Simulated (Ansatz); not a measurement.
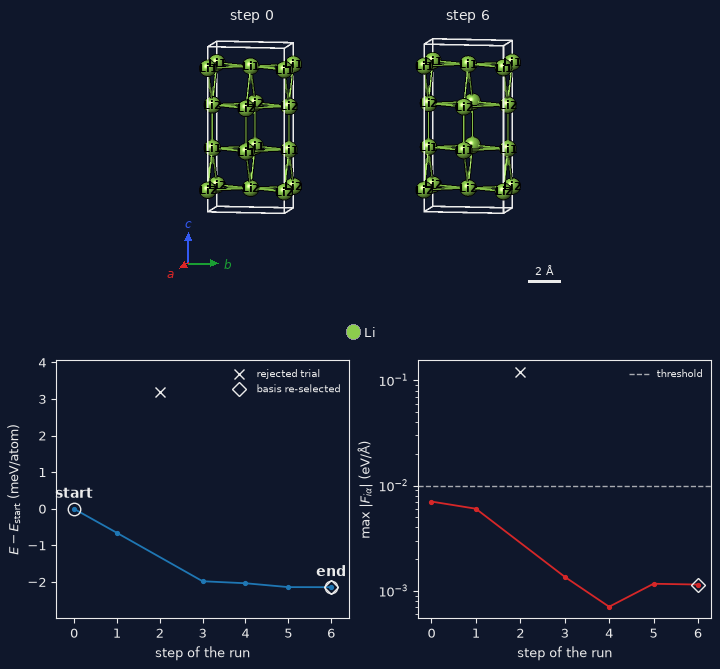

First and last geometry of a relaxation of solid Li (built on the black phosphorus_64 type), with the history of the run. The picture is a ball-and-stick view of the conventional cell (4 times the calculation's cell), seen slightly off an axis. Lengths and directions refer to the drawn axes.

Case: black phosphorus type (Cmce, No. 64).

The calculation used DFT PBEsol, scalar-relativistic, plane waves, PAW in Ansatz 0.2.0.

The input:
```yaml
crystal:
  lattice:
    - [0.0, 2.4372634906, 5.2083169392]
    - [1.5806740567, 0.0, 5.2083169392]
    - [1.5806740567, 2.4372634906, 0.0]
  atoms:
    - { symbol: Li, position: [0.8690653627, 0.8690653627, 0.1309346373] }
    - { symbol: Li, position: [0.1309346373, 0.1309346373, 0.8690653627] }
basis:
  ecutwfc: 420
kpoints:
  mp_grid: { grid: [22, 22, 22] }
hamiltonian:
  xc: pbesol
scf:
  occupations: { method: gaussian, width: 0.1 }
output:
  forces: true
  stress: true
  eigenvalues: true
relax:
  adjacent_minimum: "off"
  f_tol: 0.01
  max_steps: 80
  cell: { stress_tol: 0.05 }
```

Question: Did the run converge, and what did it change?

Answer: It converged. The largest moves relative to the cell, 0.009 Å, are those of Li1 and Li2. Li2 goes along −c. Cell: a 3.161 → 3.044 Å (−3.7 %), b 4.875 → 5.053 Å (+3.7 %), c 10.417 → 10.564 Å (+1.4 %). Volume +1.2 %. Some distances before and after: Li1–Li1 3.161 → 3.044 Å, Li1–Li1 (another image) 2.905 → 2.950 Å, Li1–Li2 2.728 → 2.749 Å, Li1–Li2 (another image) 2.941 → 2.955 Å. The space group stays Fmmm (No. 69). After 4 accepted moves (6 points after the start) the energy has fallen by 2.1 meV per atom. Largest force component: 0.007 eV/Å at the start, 0.0011 eV/Å at the end. The pressure goes from 0.18 to −0.01 GPa. The line search rejected the trial step at point 2 of the run. The SCF was repeated once at an unchanged geometry on a basis and grid sized afresh for the cell, which shifted the energy by less than 0.05 meV per atom at most. The run took of the order of 80 core-seconds on a shared host.

```csv
step,"E − E(0), meV/atom","largest force component, eV/Å","pressure, GPa","volume, Å³/atom",note
0,0.00,0.0070,0.18,20.065,
1,-0.65,0.0060,0.08,20.204,
2,3.20,0.1199,-0.26,20.975,rejected
3,-1.98,0.0014,0.04,20.243,
4,-2.03,0.0007,0.01,20.286,
5,-2.14,0.0012,-0.01,20.315,
6,-2.14,0.0011,-0.01,20.315,"same geometry, new basis"
```
